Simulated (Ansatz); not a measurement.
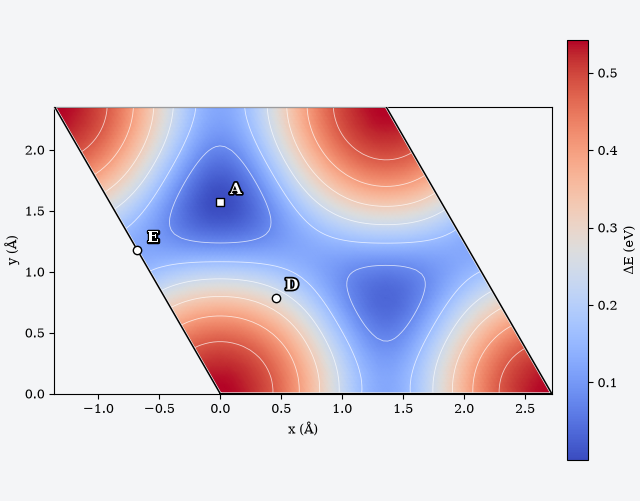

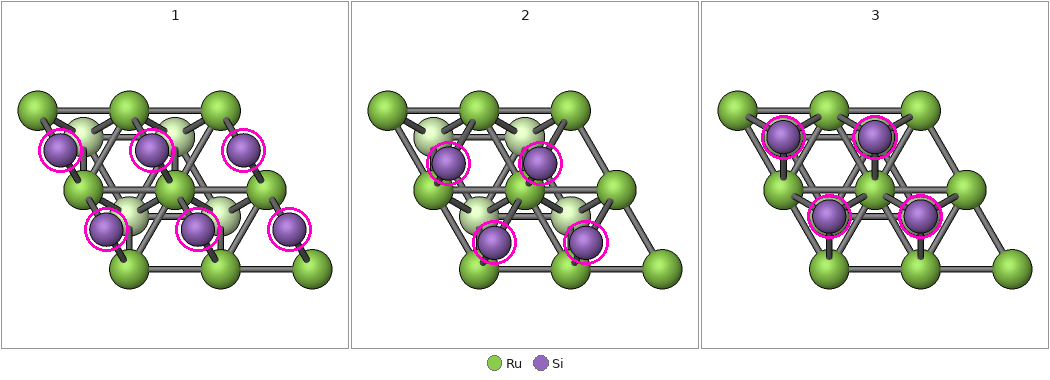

Si on a Ru(001) slab cut from the P6_3/mmc phase, its upper half relaxed before the scan (4 atoms of substrate and one adsorbate in a 1 × 1 cell). 
- Si is moved over the surface cell; relaxed at each place: the height of the adsorbate's atoms; substrate rigid; the origin of the map has the adsorbate above Ru4.
- Places are given modulo a cell vector. The map is drawn in real space over the plane of the surface.
- Grid: 6 × 6 points; 10 points were computed and 26 follow by symmetry.
- All energies are given in eV relative to the lowest grid point.
- With one adsorbate in each 1 × 1 cell, its nearest image is 2.7 Å away, so neighbouring adsorbates interact.
- Computed with DFT PBE, scalar-relativistic, plane waves, PAW in Ansatz 0.2.0. Settings: cutoff 420 eV, k-mesh 12×12×1, gaussian smearing 0.1 eV, no spin polarisation.

In the figure: a smooth colour map with a few white contour lines, the outline of one cell of the plane, lettered points. Between grid points the surface is interpolated. The numbered pictures are the structures at these points, in random order. Rings mark the moved atoms.

Q: Which structure belongs to which point?

A: A is structure 3: a threefold hollow over a second-layer Ru atom, (2/6, 4/6) of the cell vectors, 0.000 eV; D is structure 2: (2/6, 2/6) of the cell vectors [nearest 1 Ru at 2.40 Å], 0.274 eV; E is structure 1: a bridge site between two Ru atoms, (0/6, 3/6) of the cell vectors, 0.123 eV.

PAW datasets: the set soft_1.
